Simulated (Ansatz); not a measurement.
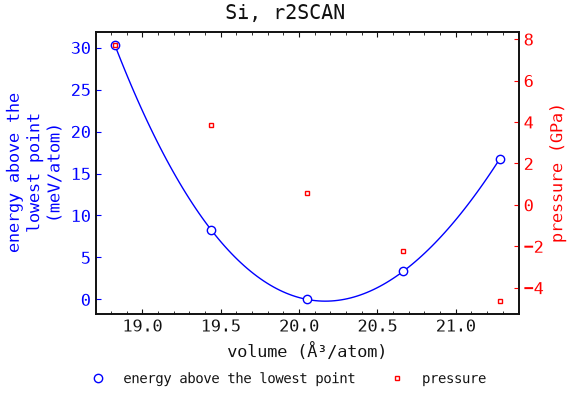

Figure. Energy above the lowest point and pressure against volume for Si, space group Fd-3m (No. 227) (one of a set of cubic test structures, which need not be the stable phase).

A third-order Birch–Murnaghan fit gives V0 = 20.17 Å³/atom, B0 = 96.9 GPa and B′ = 4.2. The energy above the lowest point is 30.3 meV/atom at volume 18.82 Å³/atom and 16.7 meV/atom at 21.28 Å³/atom; the lowest computed point is at volume 20.05 Å³/atom (0.0 meV/atom). The pressure falls from 7.7 GPa at volume 18.82 Å³/atom to −4.6 GPa at 21.28 Å³/atom, and changes sign near 20.17 Å³/atom.

How it was computed, with Ansatz 0.2.0 development build: equation of state of a cubic crystal from periodic Kohn-Sham density functional theory without spin, third-order Birch-Murnaghan fit to the free energies; pressure corrected for the finite basis. Level: r2SCAN.

- structure type: diamond
- atoms in cell: 2
- space group number: 227
- lattice centring: face-centred primitive
- k mesh: 11×11×11
- occupation method: Fermi–Dirac
- occupation width: 0.1 eV
- wave cutoff: 580 eV
- datasets: hand-made PAW
- density tolerance: 1e−09 eV
- bands: 8
- density cutoff ratio: 4
- search for lower states: default
- xc grid level: 2

Input of one of the runs behind the figure:
```
crystal:
  lattice:
    - [0.0, 2.716745623438, 2.716745623438]
    - [2.716745623438, 0.0, 2.716745623438]
    - [2.716745623438, 2.716745623438, 0.0]
  atoms:
    - { symbol: Si, position: [0, 0, 0] }
    - { symbol: Si, position: [0.25, 0.25, 0.25] }
kpoints:
  mp_grid: { grid: [11, 11, 11] }
hamiltonian:
  xc: r2scan
  pseudopotentials: { kind: paw, source: ansatz }
scf:
  occupations: { method: fermi_dirac, width: 0.1 }
  convergence: { dr2_threshold: "1e-9 eV" }
  max_iter: 300
output:
  forces: true
  stress: true
basis:
  xc_grid: 2
```

Command:
```bash
ansatz run input.yaml --threads 1
```
